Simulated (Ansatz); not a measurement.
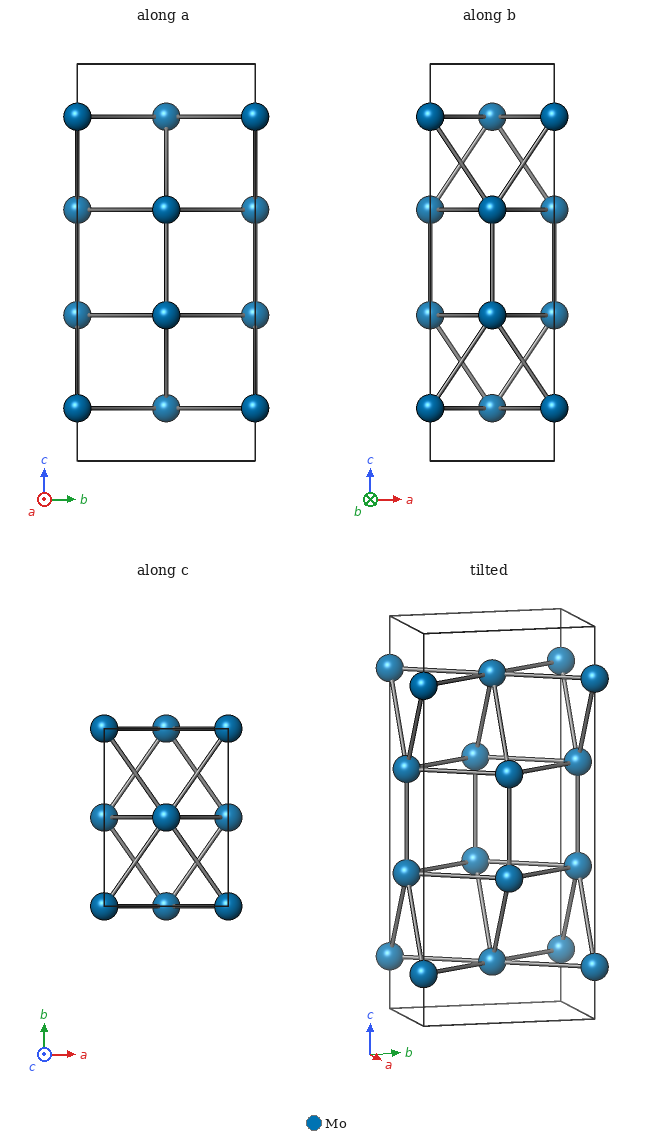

View along the a axis, along the b axis, along the c axis and slightly off an axis, drawn as a ball-and-stick model. The conventional unit cell is drawn as a box.

Lattice parameters: a = 3.031 Å, b = 4.342 Å, c = 9.696 Å, α = 90.00°, β = 90.00°, γ = 90.00°. Put a along x and b in the xy plane.

**Give the structure in the form of a POSCAR file, with free fractional coordinates to two decimals.**

```
Mo
1.0
     3.031    0.000    0.000
     0.000    4.342    0.000
     0.000    0.000    9.696
Mo
8
Direct
  0.50 0.00 0.37
  0.00 0.00 0.13
  0.50 0.50 0.87
  0.00 0.50 0.63
  0.00 0.00 0.87
  0.50 0.00 0.63
  0.00 0.50 0.37
  0.50 0.50 0.13
```

Origin of the cell: a structure type filled with this element by a generator (whether the element takes this form wasn't checked). It is drawn as it came out of a relaxation with DFT PBEsol, scalar-relativistic, plane waves, PAW in Ansatz 0.2.0.
